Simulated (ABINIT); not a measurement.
**Run report: Bi2Te3, G0W0 calculation (part 1 of 3)**

System: Bi2Te3 (5 atoms in the cell).
Method: Kohn-Sham DFT of a periodic cell, LDA, HGH LDA, G0W0, no spin polarisation (ABINIT 10.8.3).

The structure derives from an entry of the Crystallography Open Database.

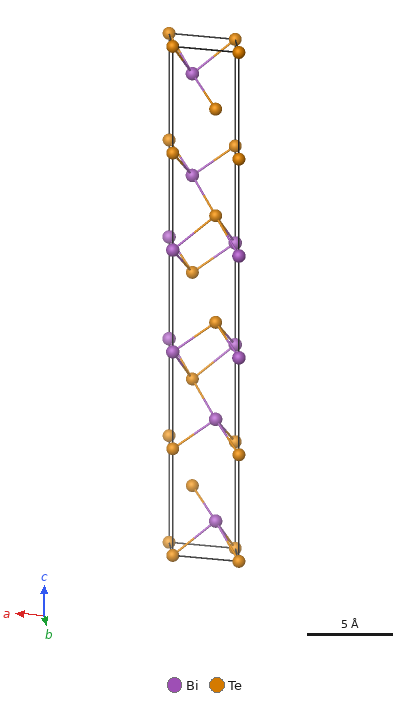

**Figure 1.** The structure (ball-and-stick view of the cell 3 times as large as that of the calculation, set on its symmetry axes, seen at an oblique angle). An atom can appear more than once, as a periodic image. Near neighbours in the periodic cell (some may lie outside the picture): Bi has 6 Te at 3.07 to 3.25 Å; Te has 3 Bi at 3.07 Å; Te has 6 Bi at 3.25 Å.

## The input
```
# Datasets
ndtset 4

# Pseudopotentials
pp_dirpath "./"
pseudos "Bi.hgh, Te.hgh"

# Structure
acell 3*1.0 Angstrom
rprim
     2.1930000000     1.2661291403    10.1656666667
    -2.1930000000     1.2661291403    10.1656666667
     0.0000000000    -2.5322582807    10.1656666667
ntypat 2
znucl 83 52
natom 5
typat 1 1 2 2 2
xred
   0.6000000000   0.6000000000   0.6000000000
   0.4000000000   0.4000000000   0.4000000000
   0.7905000000   0.7905000000   0.7905000000
   0.2095000000   0.2095000000   0.2095000000
            0.0            0.0            0.0

# Plane-wave basis
ecut 380.959407 eV

# k points
kptopt 1
ngkpt 4 4 4
nshiftk 1
shiftk 0.0 0.0 0.0
istwfk *1

# Exchange and correlation
ixc 7

# Bands and occupations
occopt 1

# SCF cycle
nstep 80
diemac 6.0

# Output
iomode 3
prteig 0
prtebands 0

# Dataset 1: ground state
nband1 14
tolvrs1 1.0e-12
prtden1 1
prtwf1 0

# Dataset 2: empty bands at fixed density
iscf2 -2
getden2 1
nband2 207
nbdbuf2 18
tolwfr2 1.0e-12
nstep2 120
prtden2 0

# Dataset 3: screening
optdriver3 3
getwfk3 2
nband3 189
ecuteps3 4.3
ecutwfn3 14.0
inclvkb3 2
ppmodel3 1

# Dataset 4: self-energy
optdriver4 4
getwfk4 2
nband4 189
ecuteps4 4.3
ecutsigx4 14.0
ecutwfn4 14.0
symsigma4 1
getscr4 3
ppmodel4 1
gw_qprange4 0
```

Machine: 4 threads of Intel Xeon (Granite Rapids), 192 GiB of memory available, shared host.

Launched with:
```bash
mpirun --bind-to none -np 4 abinit run.abi > log 2>&1
```

## Log
```
.Version 10.8.3 of ABINIT
 DATASET    1 : space group R-3 m (#166); Bravais hR (rhombohedral)
================================================================================
 Values of the parameters that define the memory need for DATASET  1.
     intxc =       0    ionmov =       0      iscf =       7    lmnmax =       6
     lnmax =       6     mgfft =      72  mpssoang =       3    mqgrid =    3001
     natom =       5  nloc_mem =       1    nspden =       1   nspinor =       1
    nsppol =       1      nsym =      12    n1xccc =       0    ntypat =       2
    occopt =       1   xclevel =       1
       mpw =        2874          nfft =      373248          nkpt =          13
================================================================================
================================================================================

 DATASET    2 : space group R-3 m (#166); Bravais hR (rhombohedral)
================================================================================
 Values of the parameters that define the memory need for DATASET  2.
     intxc =       0    ionmov =       0      iscf =      -2    lmnmax =       6
     lnmax =       6     mgfft =      72  mpssoang =       3    mqgrid =    3001
     natom =       5  nloc_mem =       1    nspden =       1   nspinor =       1
    nsppol =       1      nsym =      12    n1xccc =       0    ntypat =       2
    occopt =       1   xclevel =       1
       mpw =        2874          nfft =      373248          nkpt =          13
================================================================================
================================================================================

 DATASET    3 : space group R-3 m (#166); Bravais hR (rhombohedral)
================================================================================
 Values of the parameters that define the memory need for DATASET  3.
     intxc =       0    ionmov =       0      iscf =       7    lmnmax =       6
     lnmax =       6     mgfft =      72  mpssoang =       3    mqgrid =    3001
     natom =       5  nloc_mem =       1    nspden =       1   nspinor =       1
    nsppol =       1      nsym =      12    n1xccc =       0    ntypat =       2
    occopt =       1   xclevel =       1
       mpw =        2874          nfft =      373248          nkpt =          13
================================================================================
================================================================================

 DATASET    4 : space group R-3 m (#166); Bravais hR (rhombohedral)
================================================================================
 Values of the parameters that define the memory need for DATASET  4.
     intxc =       0    ionmov =       0      iscf =       7    lmnmax =       6
     lnmax =       6     mgfft =      72  mpssoang =       3    mqgrid =    3001
     natom =       5  nloc_mem =       1    nspden =       1   nspinor =       1
    nsppol =       1      nsym =      12    n1xccc =       0    ntypat =       2
    occopt =       1   xclevel =       1
       mpw =        2874          nfft =      373248          nkpt =          13
================================================================================
================================================================================

--------------------------------------------------------------------------------
------------- Echo of variables that govern the present computation ------------
--------------------------------------------------------------------------------
 -outvars: echo values of preprocessed input variables --------
            acell      1.8897261259E+00  1.8897261259E+00  1.8897261259E+00 Bohr
              amu      2.08980370E+02  1.27600000E+02
           diemac      6.00000000E+00
             ecut1     1.40000000E+01 Hartree
             ecut2     1.40000000E+01 Hartree
             ecut3     1.40000000E+01 Hartree
             ecut4     1.40000000E+01 Hartree
          ecuteps1     0.00000000E+00 Hartree
          ecuteps2     0.00000000E+00 Hartree
          ecuteps3     4.30000000E+00 Hartree
          ecuteps4     4.30000000E+00 Hartree
         ecutsigx1     0.00000000E+00 Hartree
         ecutsigx2     0.00000000E+00 Hartree
         ecutsigx3     0.00000000E+00 Hartree
         ecutsigx4     1.40000000E+01 Hartree
          ecutwfn1     0.00000000E+00 Hartree
          ecutwfn2     0.00000000E+00 Hartree
          ecutwfn3     1.40000000E+01 Hartree
          ecutwfn4     1.40000000E+01 Hartree
           getden1          0
           getden2          1
           getden3          0
           getden4          0
           getscr1          0
           getscr2          0
           getscr3          0
           getscr4          3
           getwfk1          0
           getwfk2          0
           getwfk3          2
           getwfk4          2
             iscf1          7
             iscf2         -2
             iscf3          7
             iscf4          7
              ixc           7
           jdtset        1    2    3    4
         kptrlatt        4    0    0      0    4    0      0    0    4
          kptrlen      3.31533552E+01
            natom           5
            nband1         14
            nband2        207
            nband3        189
            nband4        189
           nbdbuf1          0
           nbdbuf2         18
           nbdbuf3          0
           nbdbuf4          0
           ndtset           4
            ngfft          72      72      72
             nkpt          13
           npweps1          0
           npweps2          0
           npweps3        467
           npweps4        467
          npwsigx1          0
          npwsigx2          0
          npwsigx3          0
          npwsigx4       2811
            nstep1         80
            nstep2        120
            nstep3         80
            nstep4         80
             nsym          12
           ntypat           2
        optdriver1          0
        optdriver2          0
        optdriver3          3
        optdriver4          4
           prtden1          1
           prtden2          0
           prtden3          1
           prtden4          1
        prtebands           0
           prteig           0
            prtwf1          0
            prtwf2          1
            prtwf3          1
            prtwf4          1
            rprim      2.1930000000E+00  1.2661291403E+00  1.0165666667E+01
                      -2.1930000000E+00  1.2661291403E+00  1.0165666667E+01
                       0.0000000000E+00 -2.5322582807E+00  1.0165666667E+01
          spgroup         166
           tolvrs1     1.00000000E-12
           tolvrs2     0.00000000E+00
           tolvrs3     0.00000000E+00
           tolvrs4     0.00000000E+00
           tolwfr1     0.00000000E+00
           tolwfr2     1.00000000E-12
           tolwfr3     0.00000000E+00
           tolwfr4     0.00000000E+00
            typat      1  1  2  2  2
           xangst     -4.8694381860E-17 -6.0000156145E-11  1.8298200000E+01
                       1.6619532651E-16 -4.0000338378E-11  1.2198800000E+01
                      -2.8995896552E-17 -7.9050626299E-11  2.4107878500E+01
                       7.7158843879E-17 -2.0950197659E-11  6.3891215000E+00
                       0.0000000000E+00  0.0000000000E+00  0.0000000000E+00
            xcart     -9.2019045586E-17 -1.1338386263E-10  3.4578586597E+01
                       3.1406365051E-16 -7.5589684478E-11  2.3052391065E+01
                      -5.4794303259E-17 -1.4938403379E-10  4.5557287842E+01
                       1.4580908312E-16 -3.9590135859E-11  1.2073689820E+01
                       0.0000000000E+00  0.0000000000E+00  0.0000000000E+00
             xred      6.0000000000E-01  6.0000000000E-01  6.0000000000E-01
                       4.0000000000E-01  4.0000000000E-01  4.0000000000E-01
                       7.9050000000E-01  7.9050000000E-01  7.9050000000E-01
                       2.0950000000E-01  2.0950000000E-01  2.0950000000E-01
                       0.0000000000E+00  0.0000000000E+00  0.0000000000E+00
            znucl       83.00000   52.00000

================================================================================

 chkinp: Checking input parameters for consistency, jdtset=   1.

 chkinp: Checking input parameters for consistency, jdtset=   2.

 chkinp: Checking input parameters for consistency, jdtset=   3.

 chkinp: Checking input parameters for consistency, jdtset=   4.

================================================================================
== DATASET  1 ==================================================================

--- !DatasetInfo
iteration_state: {dtset: 1, }
dimensions: {natom: 5, nkpt: 13, mband: 14, nsppol: 1, nspinor: 1, nspden: 1, mpw: 2874, }
cutoff_energies: {ecut:  14.0, pawecutdg:  -1.0, }
electrons: {nelect:   2.80000000E+01, charge:   0.00000000E+00, occopt:   1.00000000E+00, tsmear:   1.00000000E-02, }
meta: {optdriver: 0, ionmov: 0, optcell: 0, iscf: 7, paral_kgb: 0, }
...

 Exchange-correlation functional for the present dataset will be:
  LDA: Perdew-Wang 92 LSD fit to Ceperley-Alder data - ixc=7
  J.P.Perdew and Y.Wang, PRB 45, 13244 (1992)

 Real(R)+Recip(G) space primitive vectors, cartesian coordinates (Bohr,Bohr^-1):
 R(1)=  4.1441694  2.3926373 19.2103259  G(1)=  0.1206514  0.0696581  0.0173518
 R(2)= -4.1441694  2.3926373 19.2103259  G(2)= -0.1206514  0.0696581  0.0173518
 R(3)=  0.0000000 -4.7852746 19.2103259  G(3)=  0.0000000 -0.1393163  0.0173518
 Unit cell volume ucvol=  1.1428793E+03 bohr^3
 Angles (23,13,12)=  2.41661116E+01  2.41661116E+01  2.41661116E+01 degrees

 getcut: wavevector=  0.0000  0.0000  0.0000  ngfft=  72  72  72
         ecut(hartree)=     14.000   => boxcut(ratio)=   2.15938

--- Pseudopotential description ------------------------------------------------
- pspini: atom type   1  psp file is ./Bi.hgh
  83.00000   5.00000     10605                znucl, zion, pspdat
    3    1    2    0      2001   0.00000      pspcod,pspxc,lmax,lloc,mmax,r2well

 pspatm : COMMENT -
  the projectors are not normalized,
  so that the KB energies are not consistent with
  definition in PRB44, 8503 (1991).
  However, this does not influence the results obtained hereafter.

- pspini: atom type   2  psp file is ./Te.hgh
  52.00000   6.00000     10605                znucl, zion, pspdat
    3    1    2    0      2001   0.00000      pspcod,pspxc,lmax,lloc,mmax,r2well

 pspatm : COMMENT -
  the projectors are not normalized,
  so that the KB energies are not consistent with
  definition in PRB44, 8503 (1991).
  However, this does not influence the results obtained hereafter.

   5.35643408E+03                                ecore*ucvol(ha*bohr**3)
--------------------------------------------------------------------------------

================================================================================

--- !BeginCycle
iteration_state: {dtset: 1, }
solver: {iscf: 7, nstep: 80, nline: 4, wfoptalg: 0, }
tolerances: {tolvrs: 1.00E-12, }
...

     iter   Etot(hartree)      deltaE(h)  residm     vres2
 ETOT  1  -35.894857632261    -3.589E+01 2.392E-02 2.585E+03
 ETOT  2  -35.937875636497    -4.302E-02 2.146E-03 4.399E+03
 ETOT  3  -35.992451902408    -5.458E-02 9.602E-04 5.694E+02
 ETOT  4  -36.000078136284    -7.626E-03 6.290E-04 1.099E+00
 ETOT  5  -36.000195131129    -1.170E-04 2.590E-04 1.172E-01
 ETOT  6  -36.000230606999    -3.548E-05 4.493E-04 2.449E-02
 ETOT  7  -36.000261878858    -3.127E-05 2.257E-04 3.341E-02
 ETOT  8  -36.000291636820    -2.976E-05 3.813E-04 1.556E-03
 ETOT  9  -36.000317424596    -2.579E-05 1.715E-04 1.929E-02
 ETOT 10  -36.000339218589    -2.179E-05 2.743E-04 1.148E-02
 ETOT 11  -36.000356089069    -1.687E-05 1.039E-04 1.338E-02
 ETOT 12  -36.000368505508    -1.242E-05 1.471E-04 4.821E-04
 ETOT 13  -36.000377208718    -8.703E-06 5.296E-05 2.493E-03
 ETOT 14  -36.000383264174    -6.055E-06 7.084E-05 2.324E-04
 ETOT 15  -36.000387376996    -4.113E-06 2.474E-05 6.727E-04
 ETOT 16  -36.000390150057    -2.773E-06 3.261E-05 3.726E-04
 ETOT 17  -36.000392010415    -1.860E-06 1.118E-05 3.857E-05
 ETOT 18  -36.000393103943    -1.094E-06 1.434E-05 7.915E-03
 ETOT 19  -36.000394049107    -9.452E-07 5.023E-06 1.414E-04
 ETOT 20  -36.000394593118    -5.440E-07 6.460E-06 8.855E-05
 ETOT 21  -36.000394944993    -3.519E-07 2.225E-06 5.648E-04
 ETOT 22  -36.000395187805    -2.428E-07 2.860E-06 2.157E-04
 ETOT 23  -36.000395344056    -1.563E-07 9.817E-07 2.373E-04
 ETOT 24  -36.000395449859    -1.058E-07 1.260E-06 9.454E-05
 ETOT 25  -36.000395519200    -6.934E-08 4.328E-07 1.896E-05
 ETOT 26  -36.000395564648    -4.545E-08 5.530E-07 4.035E-07
 ETOT 27  -36.000395594364    -2.972E-08 1.904E-07 1.100E-05
 ETOT 28  -36.000395614288    -1.992E-08 2.431E-07 8.685E-09
 ETOT 29  -36.000395627303    -1.301E-08 8.365E-08 2.546E-06
 ETOT 30  -36.000395635967    -8.664E-09 1.067E-07 3.089E-08
 ETOT 31  -36.000395641667    -5.700E-09 3.674E-08 2.910E-07
 ETOT 32  -36.000395645443    -3.776E-09 4.681E-08 2.084E-08
 ETOT 33  -36.000395647933    -2.490E-09 1.610E-08 2.073E-07
 ETOT 34  -36.000395649585    -1.652E-09 2.052E-08 9.249E-09
 ETOT 35  -36.000395650674    -1.089E-09 7.054E-09 1.008E-07
 ETOT 36  -36.000395651396    -7.219E-10 8.986E-09 3.361E-09
 ETOT 37  -36.000395651857    -4.606E-10 3.079E-09 1.150E-06
 ETOT 38  -36.000395652184    -3.267E-10 3.906E-09 2.310E-07
 ETOT 39  -36.000395652395    -2.114E-10 1.362E-09 2.872E-08
 ETOT 40  -36.000395652533    -1.379E-10 1.715E-09 6.902E-08
 ETOT 41  -36.000395652624    -9.105E-11 5.967E-10 2.617E-08
 ETOT 42  -36.000395652685    -6.077E-11 7.508E-10 6.924E-08
 ETOT 43  -36.000395652725    -4.046E-11 2.615E-10 3.679E-08
```
